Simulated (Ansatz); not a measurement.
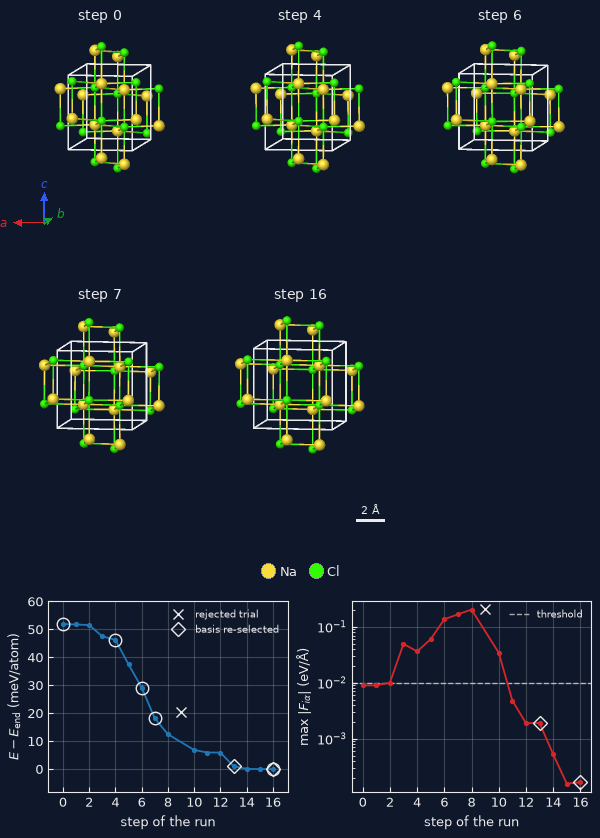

Frames of a relaxation of crystalline NaCl (a generated structure, set up in P2_1/m), marked on the history of the run. Style: ball-and-stick. Shown: the conventional cell (2 times the calculation's cell), from a free direction. Lengths and directions refer to the drawn axes.

These are results of Ansatz, DFT PBE+D3(BJ), scalar-relativistic, plane waves, PAW, not measurements.

The input:
```yaml
crystal:
  lattice:
    - [4.486074863, 0.0, 0.0]
    - [0.0, 5.4633701484, 0.0]
    - [-2.0506758695, 0.0, 4.0577324162]
  atoms:
    - { symbol: Na, position: [0.3303002175, 0.75, 0.1727299337] }
    - { symbol: Na, position: [0.6696997825, 0.25, 0.8272700663] }
    - { symbol: Cl, position: [0.6713427262, 0.75, 0.8241100717] }
    - { symbol: Cl, position: [0.3286572738, 0.25, 0.1758899283] }
basis:
  ecutwfc: 420
kpoints:
  mp_grid: { grid: [6, 4, 6] }
hamiltonian:
  xc: pbe
  dispersion: d3bj
scf:
  occupations: { method: gaussian, width: 0.02 }
output:
  forces: true
  stress: true
  eigenvalues: true
  write_density: true
  write_potential: true
  elf: true
  volumetric_format: npy
relax:
  adjacent_minimum: "off"
  f_tol: 0.01
  max_steps: 30
  cell: { stress_tol: 0.1, fix: [volume] }
```

Command:
```bash
ansatz run input.yaml --threads 1 --pin off --max-ram 2048MiB --backend cpu --events-out ev --progress --plain --runs-dir out
```

What happens along the run?

The largest moves relative to the cell, 0.46 Å, are those of Na1 and Na2. Na2 goes along −b. Largest moves by element: Na 0.46 Å, Cl 0.45 Å. The drawn cell changes at constant volume: a 4.732 → 5.830 Å (+23.2 %), b 7.694 → 5.840 Å (−24.1 %), c 5.463 → 5.842 Å (+6.9 %), γ 90.9° → 90.0°. Near-neighbour distances that change, for instance: Na1–Cl3 5.040 → 2.920 Å, Na1–Cl3 (another image) 2.650 → 2.915 Å, Na1–Cl4 2.732 → 2.921 Å. New bonds form: Na1–Cl3 (5.04 → 2.92 Å), Na2–Cl4 (5.04 → 2.92 Å). Bond angles that change, for instance: Cl3–Na1–Cl3 126.5° → 180.0°, Na1–Cl3–Na1 126.5° → 180.0°, Na1–Cl3–Na1 118.0° → 90.0°. The space group (tolerance 0.01 Å) goes from P2_1/m (No. 11) to I4/mmm (No. 139). The energy falls by 51.9 meV per atom in 13 accepted moves (16 points after the start). Largest force component: 0.009 eV/Å at the start, 0.00017 eV/Å at the end. The pressure goes from 1.53 to −2.76 GPa. The line search rejected the trial step at point 9 of the run. At 2 points the geometry stayed and the basis and grid were re-selected for the new cell (energy shift of 4.9 meV per atom at most each time). The run took 70 s on 1 thread of Intel(R) Xeon(R) Platinum 8488C (Sapphire Rapids) (shared host), peak memory 0.47 GiB. From step 0 to 4: Cl atoms move most (0.11 Å), energy −5.7 meV per atom. From step 4 to 6: Cl atoms move most (0.18 Å), energy −17.1 meV per atom. From step 6 to 7: Cl atoms move most (0.16 Å), energy −11.0 meV per atom. From step 7 to 16: Na atoms move most (0.18 Å), energy −18.2 meV per atom.

| step | E − E(0), meV/atom | largest force component, eV/Å | pressure, GPa | note |
| --- | --- | --- | --- | --- |
| 0 | 0.00 | 0.0090 | 1.53 |  |
| 1 | -0.18 | 0.0090 | 1.51 |  |
| 2 | -0.39 | 0.0100 | 1.49 |  |
| 3 | -4.41 | 0.0495 | 1.07 |  |
| 4 | -5.68 | 0.0364 | 0.96 |  |
| 5 | -14.44 | 0.0600 | 0.13 |  |
| 6 | -22.75 | 0.1366 | -0.84 |  |
| 7 | -33.75 | 0.1671 | -2.13 |  |
| 8 | -39.45 | 0.2038 | -2.83 |  |
| 9 | -31.62 | 0.2043 | -3.16 | rejected |
| 10 | -45.11 | 0.0345 | -3.07 |  |
| 11 | -46.00 | 0.0048 | -3.04 |  |
| 12 | -46.03 | 0.0019 | -3.04 |  |
| 13 | -50.90 | 0.0019 | -2.72 | same geometry, new basis |
| 14 | -51.85 | 0.0005 | -2.76 |  |
| 15 | -51.95 | 0.0002 | -2.76 |  |
| 16 | -51.95 | 0.0002 | -2.76 | same geometry, new basis |
